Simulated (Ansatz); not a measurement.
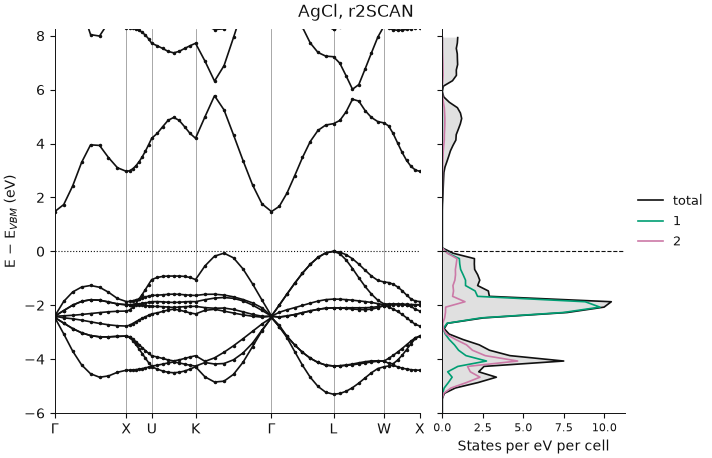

Band structure and density of states. Energies are counted from the top of the valence band. The path runs straight from each named point to the next. The partial curves are projected on Löwdin-orthogonalised atomic shells; they sum to less than the total at higher energies, where shells without a projector contribute.

Structure: AgCl, space group Fm-3m, 2 atoms in the cell.

Ansatz; DFT, r2SCAN, PAW with Ansatz's default frozen-core files, scalar-relativistic, no spin polarisation, 9×9×9 k mesh, Fermi-Dirac smearing of 0.01 eV.

### The numbered curves are projections. Which is which? The candidates: Ag 4d, Cl 3p.

1 is Ag 4d; 2 is Cl 3p.

### Is there a gap? Give its size, its kind and where the band edges lie.

The material is gapped. The gap along this path is 1.48 eV and indirect, from the valence-band top at L to the conduction-band bottom at Γ; the smallest direct gap is 3.57 eV, between K and Γ.
